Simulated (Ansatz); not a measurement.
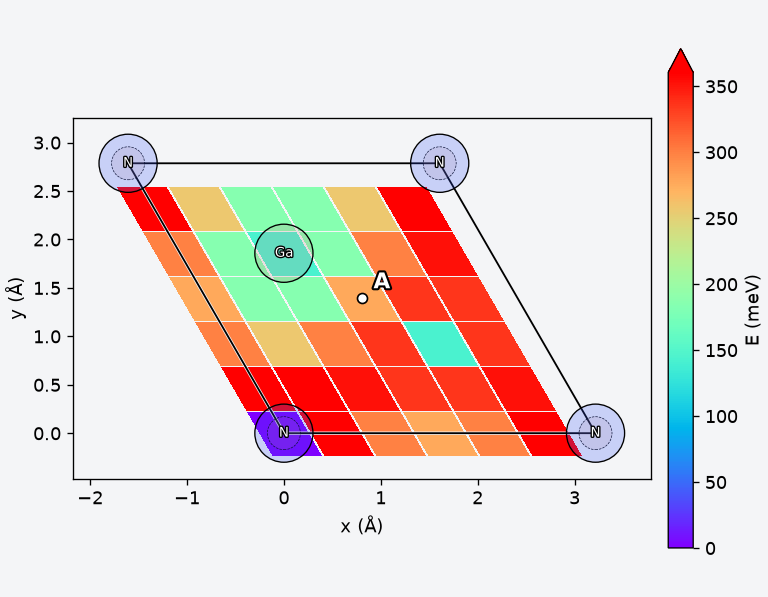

H on a GaN(111) slab cut from the F-43m phase, its upper half relaxed before the scan (4 atoms of substrate and one adsorbate in a 1 × 1 cell). H is moved over the surface cell; relaxed at each place: the height of the adsorbate's atoms; substrate rigid; the origin of the map has the adsorbate above N3. Places are given modulo a cell vector. The map is drawn in real space over the plane of the surface. The scan uses a 6 × 6 grid; 10 points were computed and 26 follow by symmetry. All energies are given in meV relative to the lowest grid point. At some places the adsorbate sinks to or below the level of the top layer. The magnetic moment jumps between some neighbouring points. With one adsorbate in each 1 × 1 cell, its nearest image is 3.2 Å away, so neighbouring adsorbates interact. Level of theory: Ansatz, DFT PBE, scalar-relativistic, plane waves, PAW. Settings: cutoff 420 eV, k-mesh 9×9×1, gaussian smearing 0.05 eV, spin-polarised.

The picture shows one coloured cell a grid point, labelled circles for the atoms of the top layer and small ones for the second layer, the outline of one cell of the plane, one colour for all values above the top of the scale, the point A.

**Which way does the force act at A, and how strong is it?**

A, at (3/6, 3/6) of the cell vectors, is not a stationary point. The computed force is 0.21 eV/Å in the plane, pointing up and left in the picture (components −0.18 and 0.10 eV/Å).

PAW datasets: the set soft_1.
